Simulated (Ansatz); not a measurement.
# Geometry relaxation of Rh (part 1 of 2)

The run: geometry relaxation of Rh (I4₁/amd, 2 atoms in the cell). Method and program: DFT, PBE, PAW with Ansatz's default frozen-core files, scalar-relativistic, no spin polarisation (Ansatz 0.2.0).

Its volume is 0.45 times that of the source entry. It belongs to a series of runs on one base structure; here: shape and atoms relaxed at 0.45 of the volume. Figures and captions count atoms from 1; the log counts them from 0 in places.

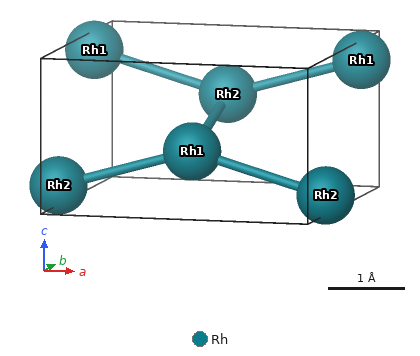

**Figure 1.** The input geometry (ball-and-stick view of the cell 2 times as large as that of the calculation, set on its symmetry axes, seen slightly off an axis; atoms are numbered from 1 in the order of the input). An atom can appear more than once, as a periodic image. Near neighbours in the periodic cell (some may lie outside the picture): Rh has 6 Rh at 1.91 to 2.09 Å.

### Input file
```yaml
crystal:
  lattice:
    - [-1.834865497, 1.834865497, 1.043743854]
    - [1.834865497, -1.834865497, 1.043743854]
    - [1.834865497, 1.834865497, -1.043743854]
  atoms:
    - { symbol: Rh, position: [-0.375, -0.125, -0.25] }
    - { symbol: Rh, position: [0.375, 0.125, 0.25] }
kpoints:
  mp_grid: { grid: [18, 18, 18] }
scf:
  occupations: { method: fermi_dirac, width: 0.08 }
hamiltonian:
  xc: pbe
  pseudopotentials: { kind: paw }
output:
  forces: true
  stress: true
  write_density: true
  write_potential: true
  elf: true
  volumetric_format: npy
relax:
  f_tol: 0.005
  max_steps: 30
  cell: { stress_tol: 0.64, fix: [volume] }
```

Run as:
```bash
ansatz run input.yaml --threads 1 --pin off --max-ram 2048MiB --backend cpu --events-out ev --progress --plain --runs-dir out
```

### Output
```
Engine: ansatz 0.2.0, aarch64-unknown-linux-gnu
Pseudopotentials: kind: paw
Pseudopotential: Rh, paw, valence charge 17, recommended cutoff 420 eV (normal), Rh.paw.azcp
Functional definition: PBE
  parameter kappa = 0.804
  parameter beta = 0.06672455060314922
  exchange = pbe_x(kappa = kappa, mu = beta*pi^2/3)
  correlation = pbe_c(beta = beta)
Crystal: 2 atoms, lattice volume = 14.056 Å³
Basis set: ecut = 420 eV, 271 PW (Γ), exchange–correlation on 40×40×40 points (8 copies of the dense FFT grid, shifted against one another)
Bands: 21, of which v1, the nominal top of the filled ones, is band 17 counted from 1 (16 counted from 0)
Symmetry: 16 space group operations
Space group: I41/amd (ITA 141), of the structure as read, at distance tolerance 2.4e-5 Å
k-points: 480 of 5832
Non-local potential: Rh, projectors of the file, l = 0: 3, l = 1: 2, l = 2: 2, l = 3: 1
PAW form: soft (Blöchl's): semilocal exchange-correlation on the pseudo side does not see the compensation charge
PAW one-centre angular grid: Rh, 590 points (default); XC on 64 Gauss nodes
Initial density: superposition of atomic densities (neutral atoms: chi_scale 0, normalization atom), corrected by the library's trained network
Initial wavefunctions: pseudopotential atomic-orbital guess
Functional: x = pbe(κ = 0.804, μ = 0.2195149727645171), c = pbe(β = 0.06672455060314922)
SCF iter   1: F=—  HF=-12777.083576 eV  |F-HF|=—  |Δ(HF+E_count)|=         —  Δρ=8.37e-2  dr2=3.50e-1  ethr=1.77e-3  ⟨swp⟩=6.0  Hψ=49240  notcnv=0
preconditioner: auto → none  [metal: Δε(μ)=0.004 eV  Ē_g=15.612 eV  σ=0.080 eV  W_gap=0.01  n_scr=4 (ndim 8)  ℏωp=42.0 eV  f_vac=0.000  D(μ)=1.10/eV (n_scr^D=16)  sad-step TF]
SCF iter   2: F=—  HF=-12776.971141 eV  |F-HF|=—  |Δ(HF+E_count)|=   1.12e-1  Δρ=4.52e-2  dr2=1.18e-1  ethr=1.03e-3  ⟨swp⟩=2.0  Hψ=15430  notcnv=0  defer=19
SCF iter   3: F=—  HF=-12776.884732 eV  |F-HF|=—  |Δ(HF+E_count)|=   8.64e-2  Δρ=4.57e-3  dr2=7.12e-4  ethr=3.48e-4  ⟨swp⟩=2.2  Hψ=16440  notcnv=0  defer=19
SCF iter   4: F=—  HF=-12776.885962 eV  |F-HF|=—  |Δ(HF+E_count)|=   1.23e-3  Δρ=8.98e-4  dr2=5.00e-5  ethr=2.09e-6  ⟨swp⟩=2.1  Hψ=18903  notcnv=0  defer=19
SCF iter   5: F=—  HF=-12776.885933 eV  |F-HF|=—  |Δ(HF+E_count)|=   2.87e-5  Δρ=2.21e-4  dr2=2.76e-6  ethr=1.47e-7  ⟨swp⟩=2.3  Hψ=19319  notcnv=0  defer=19
SCF iter   6: F=-12776.885933 eV  HF=-12776.885933 eV  |F-HF|=1.47e-8  |Δ(HF+E_count)|=   4.61e-7  Δρ=4.49e-5  dr2=7.12e-8  ethr=2.94e-10  ⟨swp⟩=9.2  Hψ=80164  notcnv=0
SCF 1 converged in 6 iterations: F = -12776.885933 eV  dr2 = 7.12e-8
  greatest PAW one-centre occupation: 1.011 electrons in one spin orbital (limit 2), on the Rh atom at site 1 (counted from 0), in its partial waves of l = 1
relax step   1: F+E_penalty+E_count = -12776.88593298 eV  Δ(F+E_penalty+E_count) = +0.000e0 eV  max|allowed force component| = 0.000e0 eV/Å  Δτ_max = 0.0000 Å  P = +1085.015 GPa  Ω = 14.056 Å³  fix = [volume]  reactions: volume +1085.015 GPa  (6 SCF iters, dr2 threshold 1.00e-7 eV, accepted)
Basis set: ecut = 420 eV, 263 PW (Γ), exchange–correlation on 40×40×40 points (8 copies of the dense FFT grid, shifted against one another)
Initial density: handed on by an earlier stage of this run
Initial wavefunctions: those handed on with the density
iter 1 solved again at ethr=3.67e-6 eV; its pass at ethr=3.10e-3 eV (dr2=1.25e-3 eV) is discarded
SCF iter   1: F=—  HF=-12776.905374 eV  |F-HF|=—  |Δ(HF+E_count)|=         —  Δρ=7.63e-3  dr2=1.19e-3  ethr=3.67e-6  ⟨swp⟩=2.7  Hψ=71098  notcnv=0
preconditioner: auto → none  [metal: Δε(μ)=0.005 eV  Ē_g=32.523 eV  σ=0.080 eV  W_gap=0.01  n_scr=4 (ndim 8)  ℏωp=54.2 eV  f_vac=0.000  D(μ)=1.28/eV (n_scr^D=16)]
SCF iter   2: F=—  HF=-12776.905804 eV  |F-HF|=—  |Δ(HF+E_count)|=   4.31e-4  Δρ=3.66e-3  dr2=2.23e-4  ethr=3.49e-6  ⟨swp⟩=1.0  Hψ=10092  notcnv=0
SCF iter   3: F=—  HF=-12776.906008 eV  |F-HF|=—  |Δ(HF+E_count)|=   2.03e-4  Δρ=3.00e-4  dr2=1.52e-6  ethr=6.57e-7  ⟨swp⟩=2.4  Hψ=15516  notcnv=0
SCF iter   4: F=—  HF=-12776.906008 eV  |F-HF|=—  |Δ(HF+E_count)|=   9.62e-8  Δρ=4.76e-5  dr2=7.25e-8  ethr=4.47e-9  ⟨swp⟩=2.6  Hψ=19729  notcnv=0
iter 5 did not close the SCF: its close was put off for the readings that it lacked (scf_convergence_deferred on its scf_iter line)
SCF iter   5: F=-12776.906008 eV  HF=-12776.906008 eV  |F-HF|=1.95e-10  |Δ(HF+E_count)|=   1.14e-9  Δρ=1.32e-5  dr2=4.75e-9  ethr=2.13e-10  ⟨swp⟩=2.5  Hψ=19993  notcnv=0
SCF iter   6: F=-12776.906008 eV  HF=-12776.906008 eV  |F-HF|=1.09e-11  |Δ(HF+E_count)|=  6.18e-10  Δρ=3.86e-6  dr2=3.93e-10  ethr=1.40e-11  ⟨swp⟩=6.8  Hψ=62355  notcnv=0
SCF 2 converged in 6 iterations: F = -12776.906008 eV  dr2 = 3.93e-10
  greatest PAW one-centre occupation: 1.010 electrons in one spin orbital (limit 2), on the Rh atom at site 1 (counted from 0), in its partial waves of l = 1
relax step   2: F+E_penalty+E_count = -12776.90600788 eV  Δ(F+E_penalty+E_count) = -2.007e-2 eV  max|allowed force component| = 0.000e0 eV/Å  Δτ_max = 0.0000 Å  P = +1080.210 GPa  Ω = 14.056 Å³  energy of the carried Pulay correction = -3.412e-4 eV  fix = [volume]  reactions: volume +1080.210 GPa  (6 SCF iters, dr2 threshold 2.00e-7 eV, accepted)
iter 1 solved again at ethr=2.05e-6 eV; its pass at ethr=3.10e-3 eV (dr2=6.99e-4 eV) is discarded
SCF iter   1: F=—  HF=-12777.061847 eV  |F-HF|=—  |Δ(HF+E_count)|=         —  Δρ=4.31e-3  dr2=5.10e-4  ethr=2.05e-6  ⟨swp⟩=3.0  Hψ=68502  notcnv=0
preconditioner: auto → none  [metal: Δε(μ)=0.003 eV  Ē_g=32.476 eV  σ=0.080 eV  W_gap=0.01  n_scr=4 (ndim 8)  ℏωp=54.2 eV  f_vac=0.000  D(μ)=1.13/eV (n_scr^D=16)]
SCF iter   2: F=—  HF=-12777.061881 eV  |F-HF|=—  |Δ(HF+E_count)|=   3.41e-5  Δρ=1.89e-3  dr2=6.42e-5  ethr=1.50e-6  ⟨swp⟩=2.0  Hψ=16691  notcnv=0
SCF iter   3: F=—  HF=-12777.061921 eV  |F-HF|=—  |Δ(HF+E_count)|=   4.08e-5  Δρ=3.26e-4  dr2=1.62e-6  ethr=1.89e-7  ⟨swp⟩=2.3  Hψ=16513  notcnv=0
iter 4 did not close the SCF: its close was put off for the readings that it lacked (scf_convergence_deferred on its scf_iter line)
SCF iter   4: F=-12777.061924 eV  HF=-12777.061924 eV  |F-HF|=1.29e-8  |Δ(HF+E_count)|=   2.25e-6  Δρ=1.78e-5  dr2=1.84e-8  ethr=4.76e-9  ⟨swp⟩=2.4  Hψ=17728  notcnv=0
iter 5 did not close the SCF: its close was put off for the readings that it lacked (scf_convergence_deferred on its scf_iter line)
SCF iter   5: F=-12777.061924 eV  HF=-12777.061924 eV  |F-HF|=1.49e-10  |Δ(HF+E_count)|=   5.93e-9  Δρ=5.18e-6  dr2=8.07e-10  ethr=5.41e-11  ⟨swp⟩=2.6  Hψ=20354  notcnv=0
SCF iter   6: F=-12777.061924 eV  HF=-12777.061924 eV  |F-HF|=0.00e0  |Δ(HF+E_count)|=  2.91e-11  Δρ=7.95e-7  dr2=1.52e-11  ethr=2.37e-12  ⟨swp⟩=6.2  Hψ=59564  notcnv=0
SCF 3 converged in 6 iterations: F = -12777.061924 eV  dr2 = 1.52e-11
relax step   3: F+E_penalty+E_count = -12777.06192374 eV  Δ(F+E_penalty+E_count) = -1.559e-1 eV  max|allowed force component| = 6.939e-17 eV/Å  Δτ_max = 0.0000 Å  P = +1078.844 GPa  Ω = 14.056 Å³  energy of the carried Pulay correction = -1.718e-4 eV  fix = [volume]  reactions: volume +1078.844 GPa  (6 SCF iters, dr2 threshold 2.00e-7 eV, accepted)
iter 1 solved again at ethr=2.46e-9 eV; its pass at ethr=3.10e-3 eV (dr2=8.37e-7 eV) is discarded
SCF iter   1: F=—  HF=-12777.062291 eV  |F-HF|=—  |Δ(HF+E_count)|=         —  Δρ=1.69e-4  dr2=4.62e-7  ethr=2.46e-9  ⟨swp⟩=4.4  Hψ=66076  notcnv=0
preconditioner: auto → none  [metal: Δε(μ)=0.001 eV  Ē_g=32.478 eV  σ=0.080 eV  W_gap=0.00  n_scr=4 (ndim 8)  ℏωp=54.2 eV  f_vac=0.000  D(μ)=1.13/eV (n_scr^D=16)]
iter 2 did not close the SCF: its close was put off for the readings that it lacked (scf_convergence_deferred on its scf_iter line)
SCF iter   2: F=-12777.062287 eV  HF=-12777.062287 eV  |F-HF|=1.06e-7  |Δ(HF+E_count)|=   4.02e-6  Δρ=8.33e-5  dr2=1.09e-7  ethr=1.36e-9  ⟨swp⟩=1.0  Hψ=10092  notcnv=0
iter 3 did not close the SCF: its close was put off for the readings that it lacked (scf_convergence_deferred on its scf_iter line)
SCF iter   3: F=-12777.062287 eV  HF=-12777.062287 eV  |F-HF|=1.24e-10  |Δ(HF+E_count)|=   1.10e-7  Δρ=2.85e-6  dr2=3.10e-10  ethr=3.20e-10  ⟨swp⟩=1.8  Hψ=14974  notcnv=0
iter 4 did not close the SCF: its close was put off for the readings that it lacked (scf_convergence_deferred on its scf_iter line)
SCF iter   4: F=-12777.062287 eV  HF=-12777.062287 eV  |F-HF|=3.64e-12  |Δ(HF+E_count)|=  9.82e-11  Δρ=9.18e-7  dr2=2.84e-11  ethr=1.00e-12  ⟨swp⟩=3.1  Hψ=21943  notcnv=0
iter 5 did not close the SCF: its close was put off for the readings that it lacked (scf_convergence_deferred on its scf_iter line)
SCF iter   5: F=-12777.062287 eV  HF=-12777.062287 eV  |F-HF|=5.46e-12  |Δ(HF+E_count)|=  1.82e-12  Δρ=1.63e-7  dr2=1.44e-12  ethr=1.00e-12  ⟨swp⟩=1.0  Hψ=10080  notcnv=0
SCF iter   6: F=-12777.062287 eV  HF=-12777.062287 eV  |F-HF|=3.64e-12  |Δ(HF+E_count)|=  5.46e-12  Δρ=3.23e-8  dr2=4.17e-14  ethr=1.00e-12  ⟨swp⟩=5.4  Hψ=46625  notcnv=0
SCF 4 converged in 6 iterations: F = -12777.062287 eV  dr2 = 4.17e-14
relax step   4: F+E_penalty+E_count = -12777.06228697 eV  Δ(F+E_penalty+E_count) = -3.632e-4 eV  max|allowed force component| = 1.388e-17 eV/Å  Δτ_max = 0.0000 Å  P = +1078.738 GPa  Ω = 14.056 Å³  energy of the carried Pulay correction = -1.797e-4 eV  fix = [volume]  reactions: volume +1078.738 GPa  (6 SCF iters, dr2 threshold 2.00e-7 eV, accepted)
Initial wavefunctions: pseudopotential atomic-orbital guess (no wavefunctions were taken with the density)
iter 1 solved again at ethr=9.58e-8 eV; its pass at ethr=3.10e-3 eV (dr2=3.26e-5 eV) is discarded
SCF iter   1: F=—  HF=-12777.062550 eV  |F-HF|=—  |Δ(HF+E_count)|=         —  Δρ=4.20e-4  dr2=1.12e-6  ethr=9.58e-8  ⟨swp⟩=4.5  Hψ=83081  notcnv=0
SCF iter   2: F=—  HF=-12777.062557 eV  |F-HF|=—  |Δ(HF+E_count)|=   7.75e-6  Δρ=2.07e-4  dr2=2.27e-7  ethr=3.30e-9  ⟨swp⟩=2.1  Hψ=14373  notcnv=0
iter 3 did not close the SCF: its close was put off for the readings that it lacked (scf_convergence_deferred on its scf_iter line)
SCF iter   3: F=-12777.062561 eV  HF=-12777.062561 eV  |F-HF|=3.95e-8  |Δ(HF+E_count)|=   3.85e-6  Δρ=2.08e-5  dr2=2.79e-9  ethr=6.67e-10  ⟨swp⟩=1.9  Hψ=14408  notcnv=0
iter 4 did not close the SCF: its close was put off for the readings that it lacked (scf_convergence_deferred on its scf_iter line)
SCF iter   4: F=-12777.062561 eV  HF=-12777.062561 eV  |F-HF|=1.71e-10  |Δ(HF+E_count)|=   3.97e-8  Δρ=2.39e-6  dr2=1.68e-10  ethr=8.21e-12  ⟨swp⟩=2.6  Hψ=19527  notcnv=0
iter 5 did not close the SCF: its close was put off for the readings that it lacked (scf_convergence_deferred on its scf_iter line)
SCF iter   5: F=-12777.062561 eV  HF=-12777.062561 eV  |F-HF|=1.82e-12  |Δ(HF+E_count)|=  2.16e-10  Δρ=3.61e-7  dr2=2.71e-12  ethr=1.00e-12  ⟨swp⟩=2.6  Hψ=17145  notcnv=0
SCF iter   6: F=-12777.062561 eV  HF=-12777.062561 eV  |F-HF|=3.64e-12  |Δ(HF+E_count)|=  3.64e-12  Δρ=3.12e-8  dr2=2.62e-14  ethr=1.00e-12  ⟨swp⟩=5.7  Hψ=48895  notcnv=0
SCF 5 converged in 6 iterations: F = -12777.062561 eV  dr2 = 2.62e-14
relax step   5: F+E_penalty+E_count = -12777.06256117 eV  Δ(F+E_penalty+E_count) = -2.742e-4 eV  max|allowed force component| = 1.388e-17 eV/Å  Δτ_max = 0.0000 Å  P = +1078.675 GPa  Ω = 14.056 Å³  fix = [volume]  reactions: volume +1078.675 GPa  stress off target by 1.30e-1 GPa on what of the cell is left free  SCF on the basis re-selected at this cell (its energy is not comparable with the rows above)  (6 SCF iters)
```

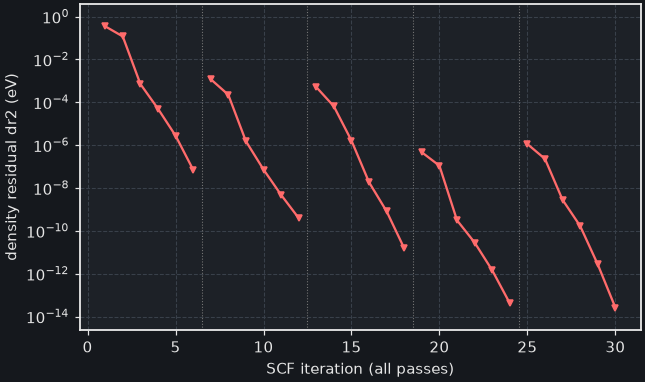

**Figure 2.** Convergence of the self-consistent field: density residual dr2 against the SCF iteration. The dotted lines part the SCF passes of the relaxation: geometry steps, rejected trials and re-solves on a re-selected basis. The 5 passes take 6 iterations each, 30 in all.

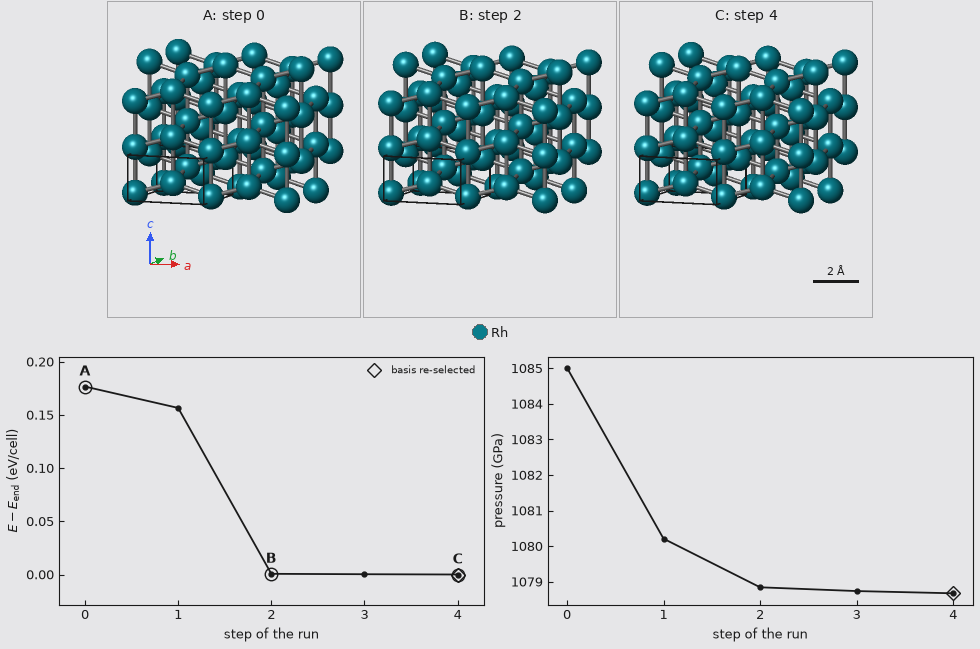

**Figure 3.** Frames of the relaxation (ball-and-stick view of the cell 2 times as large as that of the calculation, set on its symmetry axes, repeated 2 × 2 × 3, seen slightly off an axis) above the curves, on which the letters mark them (the first geometry is step 0 here and step 1 in the log).
